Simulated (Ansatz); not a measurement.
**Two runs on C**

System: C (P1, 8 atoms in the cell).
Method of run 1: DFT PBE, scalar-relativistic, plane waves, PAW, no spin polarisation (Ansatz 0.2.0).

The structure derives from an entry of the Crystallography Open Database. Text and figures count atoms from 1; the logs count them from 0 in places.

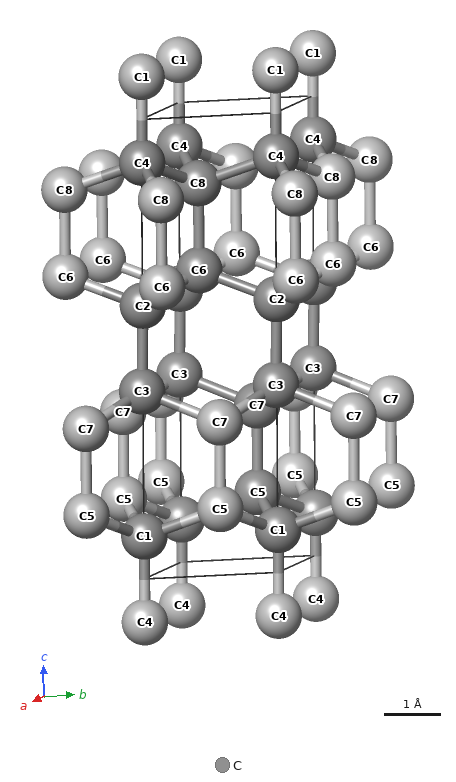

Figure 1. The structure as given in the input (ball-and-stick view of the cell of the calculation, seen slightly off an axis; neighbours outside the cell are drawn fainter; atoms are numbered from 1 in the order of the input). An atom can appear more than once, as a periodic image. Near neighbours in the periodic cell (some may lie outside the picture): C has 4 C at 1.51 to 1.58 Å.

Input, run 1:
```yaml
crystal:
  lattice:
    - [2.521306596, 0.0298350384, 0.0279028651]
    - [-1.2348153968, 2.1495142472, 0.0087701613]
    - [0.0920254576, 0.0865301282, 8.3555758057]
  atoms:
    - { symbol: C, position: [-0.0024768625, 0.0032418348, 0.0925434314] }
    - { symbol: C, position: [-0.0006048113, 0.0032033811, 0.5947766922] }
    - { symbol: C, position: [-0.0134256505, -0.0098526396, 0.4079935569] }
    - { symbol: C, position: [0.0152063815, 0.0082815177, 0.9063741311] }
    - { symbol: C, position: [0.3412149315, 0.6685596481, 0.1554004978] }
    - { symbol: C, position: [0.6621136767, 0.3323690931, 0.6549415747] }
    - { symbol: C, position: [0.3298636084, 0.6644508017, 0.3435872749] }
    - { symbol: C, position: [0.6681087262, 0.329746363, 0.844382841] }
basis:
  ecutwfc: 420
kpoints:
  mp_grid: { grid: [12, 12, 4] }
hamiltonian:
  xc: pbe
scf:
  occupations: { method: gaussian, width: 0.05 }
output:
  forces: true
  stress: true
  eigenvalues: true
```

Launched with:
```bash
ansatz run input.yaml --threads 2 --pin off --max-ram 5120MiB --backend cpu --events-out ev --progress --plain --runs-dir out
```

Hardware: 2 threads of Intel Xeon (Sapphire Rapids), 32 GiB of memory available, shared host.

Output, shortened to warnings, some set-up lines, iterations and results (run 1):
```
Basis set: ecut = 420 eV, 885 PW (Γ), exchange–correlation on 36×36×120 points (8 copies of the dense FFT grid, shifted against one another)
Symmetry: 1 space group operations
k-points: 292 of 576 (time reversal used)
Initial density: superposition of atomic densities (neutral atoms: chi_scale 0, normalization atom), corrected by the library's trained network
[...]
SCF iter   1: F=—  HF=-2006.209912 eV  |F-HF|=—  |Δ(HF+E_count)|=         —  Δρ=3.07e-3  dr2=3.11e-3  ethr=1.77e-3  ⟨swp⟩=5.8  Hψ=33690  notcnv=0  defer=96
SCF iter   2: F=—  HF=-2006.209319 eV  |F-HF|=—  |Δ(HF+E_count)|=   5.92e-4  Δρ=1.31e-3  dr2=2.86e-4  ethr=9.72e-6  ⟨swp⟩=2.1  Hψ=13528  notcnv=0  defer=303
SCF iter   3: F=—  HF=-2006.209481 eV  |F-HF|=—  |Δ(HF+E_count)|=   1.62e-4  Δρ=4.97e-4  dr2=3.26e-5  ethr=8.95e-7  ⟨swp⟩=2.9  Hψ=11201  notcnv=0  defer=90
SCF iter   4: F=—  HF=-2006.209538 eV  |F-HF|=—  |Δ(HF+E_count)|=   5.64e-5  Δρ=9.34e-5  dr2=1.00e-6  ethr=1.02e-7  ⟨swp⟩=2.6  Hψ=11176  notcnv=0  defer=90
SCF iter   5: F=-2006.209539 eV  HF=-2006.209539 eV  |F-HF|=2.11e-9  |Δ(HF+E_count)|=   1.76e-6  Δρ=8.28e-6  dr2=2.38e-8  ethr=3.13e-9  ⟨swp⟩=2.2  Hψ=10630  notcnv=0  defer=90
SCF iter   6: F=-2006.209539 eV  HF=-2006.209539 eV  |F-HF|=3.62e-10  |Δ(HF+E_count)|=   1.25e-8  Δρ=1.93e-6  dr2=1.31e-9  ethr=7.43e-11  ⟨swp⟩=5.6  Hψ=25632  notcnv=0
SCF 1 converged in 6 iterations: F = -2006.209539 eV  dr2 = 1.31e-9
SCF converged after 6 iterations
Free energy (F): -2006.209539 eV
Harris-Foulkes:  -2006.209539 eV  (|F-HF|=3.62e-10)
Internal energy: -2006.209539 eV  (E = F + TS)
E sigma→0 (E₀):  -2006.209539 eV
Fermi energy:    15.698583 eV
--- Per-component energies (eV) ---
  E_band       = 137.162787
  E_kinetic    = 736.871756
  E_local      = -492.574259  (includes V_loc(G=0)·N_el)
  E_nonlocal   = 213.174127
  E_hartree    = 108.124710
  E_xc         = -389.415033
  E_vxc        = -483.425352  (∫ρ·V_xc dr)
  E_paw        = -793.639362  (= ΣΔE_a)
  E_vpaw       = -53.132931  (= ΣTr[D̂ρ^β])
  E_aug_tail   = 0.000068  (compensation charges beyond the density's cutoff)
  E_ewald      = -1388.751546
  E_smearing   = -0.000000  (= −TS)
  E_closure    = -0.000000  (closes the sum)
  Σ components = -2006.209539   (vs F -2006.209539, Δ=0.00e0)
--- Forces (eV/Å), atoms counted from 1 ---
  atom   1  C      1.08006007     0.02886215     0.02831189
  atom   2  C     -0.10322427    -0.39469028    -0.81407041
  atom   3  C      0.48771550     0.62795837    -0.40261173
  atom   4  C     -0.90539278    -0.89534241     0.23822294
  atom   5  C     -0.99888281    -0.02940174    -0.07141916
  atom   6  C      0.09362265     0.15032103     0.62495478
  atom   7  C     -0.16295750    -0.33109768     0.52758054
  atom   8  C      0.50905772     0.84339043    -0.13096888
  max |Σ_I F_I| component: 1.43e-6 eV/Å
--- Stress (GPa, compression-positive) ---
       -0.204226     -12.480265     -11.002199
      -12.480265       8.721944      -9.955028
      -11.002198      -9.955028      -6.839766
  P = ⅓ Tr σ = 0.5593 GPa (5.593 kbar)
```

The input of run 2 differs as follows (lines with − go, lines with + come):
```diff
+  ecutrho_ratio: 9
```

How does run 2 compare with run 1?

The free energy of run 2 is 0.01 meV per atom lower, which measures how much it depends on this numerical setting. The number of SCF iterations is the same.

Output, shortened to warnings, some set-up lines, iterations and results (run 2):
```
Basis set: ecut = 420 eV, 885 PW (Γ), exchange–correlation on 54×50×180 points (8 copies of the dense FFT grid, shifted against one another)
Symmetry: 1 space group operations
k-points: 292 of 576 (time reversal used)
Initial density: superposition of atomic densities (neutral atoms: chi_scale 0, normalization atom), corrected by the library's trained network
[...]
SCF iter   1: F=—  HF=-2006.209976 eV  |F-HF|=—  |Δ(HF+E_count)|=         —  Δρ=3.12e-3  dr2=3.11e-3  ethr=1.77e-3  ⟨swp⟩=5.8  Hψ=33690  notcnv=0  defer=96
SCF iter   2: F=—  HF=-2006.209380 eV  |F-HF|=—  |Δ(HF+E_count)|=   5.96e-4  Δρ=1.35e-3  dr2=2.87e-4  ethr=9.72e-6  ⟨swp⟩=2.1  Hψ=13528  notcnv=0  defer=303
SCF iter   3: F=—  HF=-2006.209540 eV  |F-HF|=—  |Δ(HF+E_count)|=   1.61e-4  Δρ=5.11e-4  dr2=3.27e-5  ethr=8.97e-7  ⟨swp⟩=2.9  Hψ=11200  notcnv=0  defer=90
SCF iter   4: F=—  HF=-2006.209583 eV  |F-HF|=—  |Δ(HF+E_count)|=   4.25e-5  Δρ=9.51e-5  dr2=9.99e-7  ethr=1.02e-7  ⟨swp⟩=2.7  Hψ=11220  notcnv=0  defer=90
SCF iter   5: F=-2006.209584 eV  HF=-2006.209584 eV  |F-HF|=2.19e-9  |Δ(HF+E_count)|=   1.75e-6  Δρ=8.28e-6  dr2=2.38e-8  ethr=3.12e-9  ⟨swp⟩=2.2  Hψ=10620  notcnv=0  defer=90
SCF iter   6: F=-2006.209584 eV  HF=-2006.209584 eV  |F-HF|=3.45e-10  |Δ(HF+E_count)|=   1.25e-8  Δρ=1.94e-6  dr2=1.32e-9  ethr=7.42e-11  ⟨swp⟩=5.6  Hψ=25648  notcnv=0
SCF 1 converged in 6 iterations: F = -2006.209584 eV  dr2 = 1.32e-9
SCF converged after 6 iterations
Free energy (F): -2006.209584 eV
Harris-Foulkes:  -2006.209584 eV  (|F-HF|=3.45e-10)
Internal energy: -2006.209584 eV  (E = F + TS)
E sigma→0 (E₀):  -2006.209584 eV
Fermi energy:    15.698586 eV
--- Per-component energies (eV) ---
  E_band       = 137.162885
  E_kinetic    = 736.871720
  E_local      = -492.574186  (includes V_loc(G=0)·N_el)
  E_nonlocal   = 213.174169
  E_hartree    = 108.124699
  E_xc         = -389.415079
  E_vxc        = -483.425245  (∫ρ·V_xc dr)
  E_paw        = -793.639364  (= ΣΔE_a)
  E_vpaw       = -53.132932  (= ΣTr[D̂ρ^β])
  E_aug_tail   = 0.000002  (compensation charges beyond the density's cutoff)
  E_ewald      = -1388.751546
  E_smearing   = -0.000000  (= −TS)
  E_closure    = -0.000000  (closes the sum)
  Σ components = -2006.209584   (vs F -2006.209584, Δ=0.00e0)
--- Forces (eV/Å), atoms counted from 1 ---
  atom   1  C      1.08005976     0.02886216     0.02831118
  atom   2  C     -0.10322403    -0.39468999    -0.81407017
  atom   3  C      0.48771517     0.62795805    -0.40261103
  atom   4  C     -0.90539247    -0.89534229     0.23822315
  atom   5  C     -0.99888263    -0.02940179    -0.07141937
  atom   6  C      0.09362234     0.15032087     0.62495486
  atom   7  C     -0.16295739    -0.33109754     0.52758046
  atom   8  C      0.50905781     0.84339037    -0.13096904
  max |Σ_I F_I| component: 1.44e-6 eV/Å
--- Stress (GPa, compression-positive) ---
       -0.204028     -12.480261     -11.002194
      -12.480261       8.722139      -9.955024
      -11.002194      -9.955024      -6.839555
  P = ⅓ Tr σ = 0.5595 GPa (5.595 kbar)
```

The two runs side by side:

```tsv
quantity	run 1	run 2
outcome	converged	converged
free energy per atom (eV)	−250.7762	−250.7762
gap on the mesh (eV)	3.93	3.93
pressure (GPa)	0.56	0.56
largest force (eV/Å)	1.295	1.295
SCF iterations	6	6
irreducible k-points	292	292
plane waves at Γ	885	885
wall time (shared host)	9.2 s	12 s
```
